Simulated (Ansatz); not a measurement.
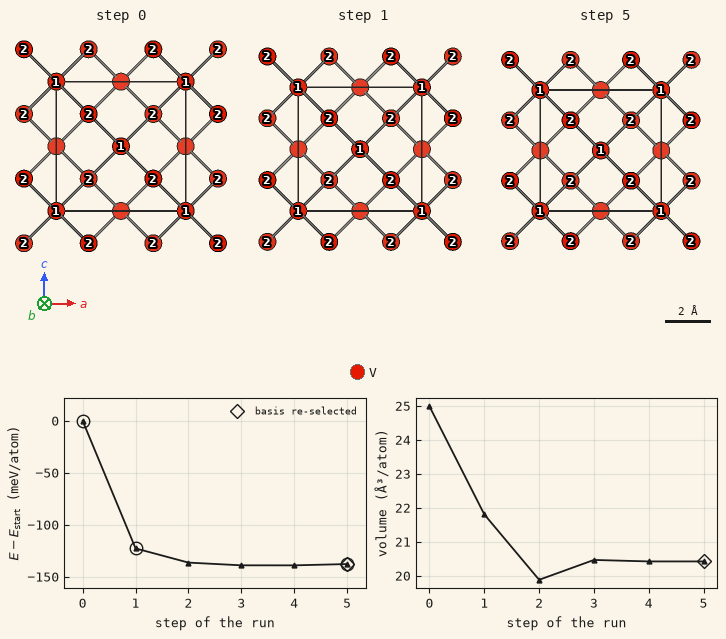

Frames of a relaxation of crystalline V (a generated structure, set up in Fd-3m), marked on the history of the run. A ball-and-stick model of the conventional cell (4 times the calculation's cell), seen along the b axis. Lengths and directions refer to the drawn axes.

Case: cell and atoms relaxed from a first guess.

All numbers below come from DFT, PBE, PAW with Ansatz's default frozen-core files, scalar-relativistic in Ansatz 0.2.0. Settings: plane-wave cutoff 420 eV; k-point mesh 10 × 10 × 10; occupations fermi dirac; smearing width 0.08 eV; collinear spin; cell and atoms relaxed; force threshold 0.005 eV/Å; at most 80 steps.

**Describe the path.**

The energy falls by 138 meV per atom in 4 accepted moves (5 points after the start). All forces vanish by symmetry, so only the cell relaxes. Pressure: −8.11 GPa at the start and 0.01 GPa at the end. The SCF was repeated once at an unchanged geometry on a basis and grid sized afresh for the cell, which shifted the energy by 1.3 meV per atom at most. No atom moves by more than 0.005 Å relative to the cell. The volume changes by −18.3 %, with a = b = c 5.847 → 5.467 Å (−6.5 %). Near-neighbour distances that change, for instance: V1–V2 2.532 → 2.367 Å. The space group stays Fd-3m (No. 227). From step 0 to 1: volume −12.7 %, energy −123 meV per atom. From step 1 to 5: volume −6.3 %, energy −15.0 meV per atom.

```tsv
step	E − E(0), meV/atom	pressure, GPa	volume, Å³/atom	note
0	0.00	-8.11	24.988	
1	-122.66	-3.51	21.808	
2	-136.32	1.68	19.883	
3	-138.94	-0.13	20.468	
4	-138.97	0.00	20.424	
5	-137.71	0.01	20.424	same geometry, new basis
```
